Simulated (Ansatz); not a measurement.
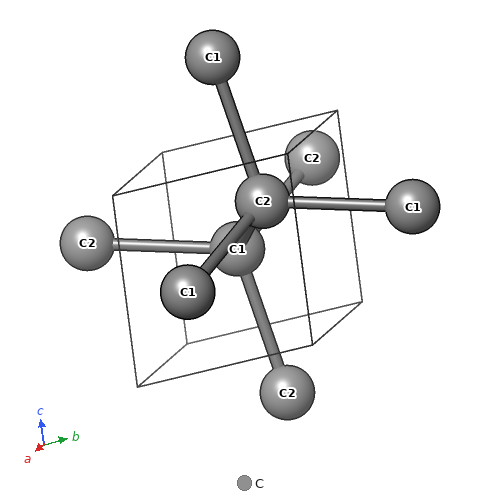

The system is C (Fd-3m, No. 227; 2 atoms in the cell); the picture shows the reference structure. 
- The energy is mapped over volume and the cell's shape.
- First axis: volume per atom. Second axis: c/a of the conventional cell.
- Nothing is relaxed (symmetry fixes all fractional coordinates).
- Grid: 11 × 11 points.
- Points are written as (first, second).
- Energies are in meV/atom, from the lowest grid point.
- Computed with Ansatz 0.2.0, DFT PBE, scalar-relativistic, plane waves, PAW. Settings: cutoff 520 eV, k-mesh 12×12×12, gaussian smearing 0.05 eV, no spin polarisation.

Its coordinates:

```
CELL_PARAMETERS angstrom
0.00000 1.78584 1.78584
1.78584 0.00000 1.78584
1.78584 1.78584 0.00000
ATOMIC_POSITIONS crystal
C 0.50000 0.50000 0.50000
C 0.75000 0.75000 0.75000
```

Range: volume per atom from 5.012 to 6.379 Å³; c/a of the conventional cell from 0.886 to 1.128.

> Predict the map.

The lowest grid point is at (5.695 Å³, 1.000). It is the only kind of minimum in the scanned range. The highest grid point, (5.012 Å³, 1.128), lies 309 meV/atom above the lowest. Round the minimum the two coordinates are nearly uncoupled. The gap on the k-mesh is 4.2 eV at the lowest point and runs from 1.2 to 4.5 eV over the map.

```
c/a of the conventional cell ↓, volume per atom →  5.012  5.149  5.285  5.422  5.559  5.695  5.832  5.969  6.106  6.242  6.379
                                            1.128    309    256    218    192    177    172    176    188    207    231    262
                                            1.101    245    192    154    128    114    109    113    125    144    169    199
                                            1.075    196    143    105     80     65     60     64     76     95    121    152
                                            1.049    162    109     71     46     31     26     31     43     62     87    119
                                            1.024    142     89     51     26     11      6     11     23     42     68     99
                                            1.000    135     83     45     19      5      0      4     16     36     61     93
                                            0.976    141     89     51     25     11      6     11     23     42     67     99
                                            0.953    160    108     70     44     29     25     29     41     60     86    117
                                            0.930    190    138    100     74     59     55     59     71     90    115    146
                                            0.908    230    178    140    115    100     95     99    111    131    156    187
                                            0.886    281    229    191    166    151    146    150    162    181    206    237
```

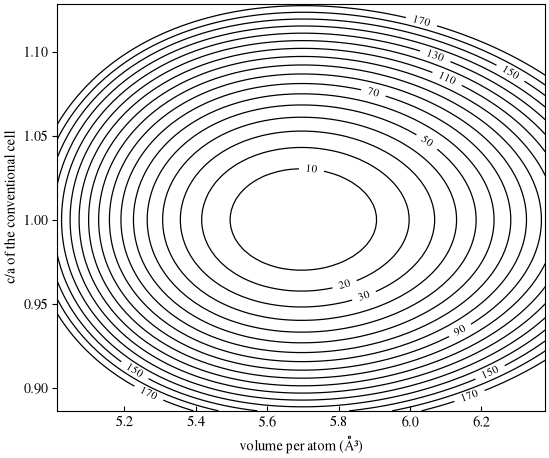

In the figure: contour lines labelled in meV/atom (none above 170). Between grid points the surface is interpolated.

Each point was launched as `ansatz run input.yaml --threads 1 --pin off --max-ram 2048MiB --backend cpu --events-out ev --progress --plain --runs-dir out`. The whole map (121 points run) took 3.2 min on 1 thread of Arm Neoverse V1, with other jobs on the host.

PAW datasets: the set soft_1.
